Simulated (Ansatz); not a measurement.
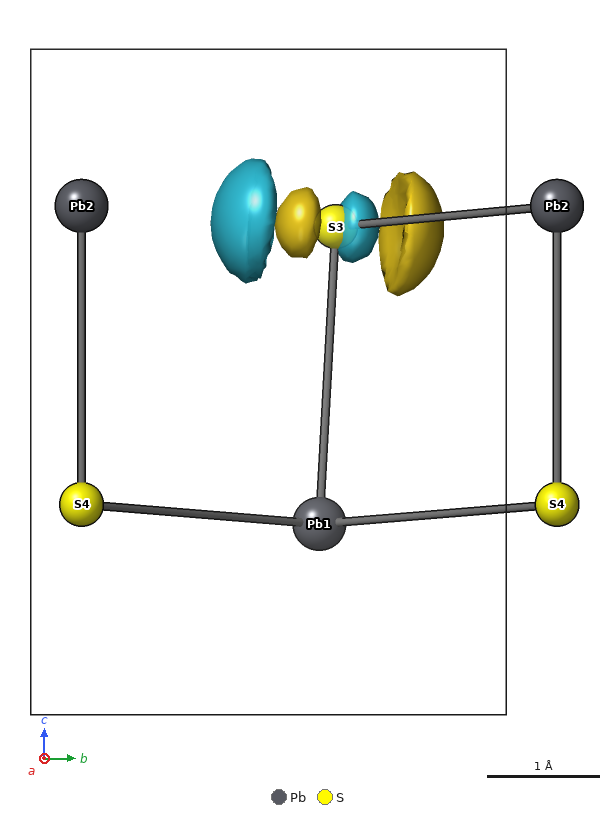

PbS: one atom of the 4-atom cell (and its periodic copies) was moved a little. Density after less density before, yellow at +0.2 and cyan at −0.2 e/Å³, seen along the a axis; cell a = 4.16 Å, b = 4.28 Å, c = 6.34 Å, α = 90.00°, β = 109.15°, γ = 90.00°. The lobes lie largely inside the PAW sphere, where the density is a smoothed one.

Space group Cmcm. The cell comes from a database of computed structures, not from a measurement.

All numbers below come from Ansatz, DFT r2SCAN, scalar-relativistic, plane waves, PAW.

Which atom moved, and which way?

S3 moved towards the yellow lobe, to the right in the picture. In the run the shift was 0.15 Å roughly along [0 1 0] in the axes of the cell drawn.

What restoring force does the calculation give for this move?

The force on it changes by 0.20 eV/Å along the move, against it: a stiffness of about 1.3 eV/Å² for this sublattice shift.
